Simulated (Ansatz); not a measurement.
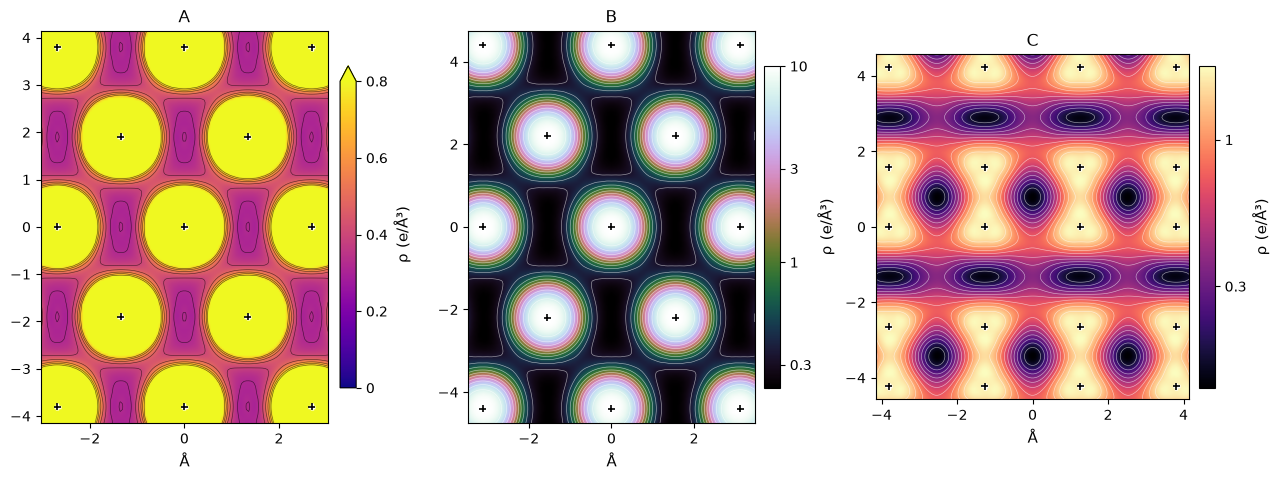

The valence electron density of 3 systems, each on a plane through atoms (crosses mark nuclei in the plane).

All numbers below come from DFT, r2SCAN, plane waves (500 eV) with PAW, scalar-relativistic in Ansatz.

System 1: Ru, the (011) plane of the conventional cell. Space group Im-3m; set up as Ru, bcc; a generated structure, not necessarily the stable one; changed on purpose from its base cell (volume × 1.08); computed pressure about −19 GPa in this cell; computed without spin polarisation.

```
CELL_PARAMETERS angstrom
3.11130 0.00000 0.00000
0.00000 3.11130 0.00000
0.00000 0.00000 3.11130
ATOMIC_POSITIONS crystal
Ru 0.00000 0.00000 0.00000
Ru 0.50000 0.50000 0.50000
```

System 2: C, the (100) plane of the conventional cell. Space group P6₃/mmc; set up as C, lonsdaleite; changed on purpose from its base cell (volume × 1.04); computed pressure about −16 GPa in this cell.

```xyz
4
Lattice="2.5362 0.0000 0.0000 -1.2681 2.1964 0.0000 0.0000 0.0000 4.2236" Properties=species:S:1:pos:R:3 pbc="T T T"
C     0.0000    1.4643    0.2649
C     1.2681    0.7321    2.3767
C     0.0000    1.4643    1.8468
C     1.2681    0.7321    3.9586
```

System 3: Co, the (101̄) plane of the conventional cell. Space group Im-3m; set up as Co, bcc; a generated structure, not necessarily the stable one; changed on purpose from its base cell (volume × 0.92); computed pressure about 34 GPa in this cell; spin-polarised.

Q: Match each panel to its system.

A: Panel A is system 3, Co: the plane holds Co. Co–Co (2.33 Å): ρ at the midpoint is about 0.44 e/Å³. Panel B is system 1, Ru: the plane holds Ru. Ru–Ru (2.69 Å): the density is about 0.37 e/Å³ at the midpoint. Panel C is system 2, C: the plane holds C. C–C (1.58 Å): ρ is about 1.5 e/Å³ halfway.
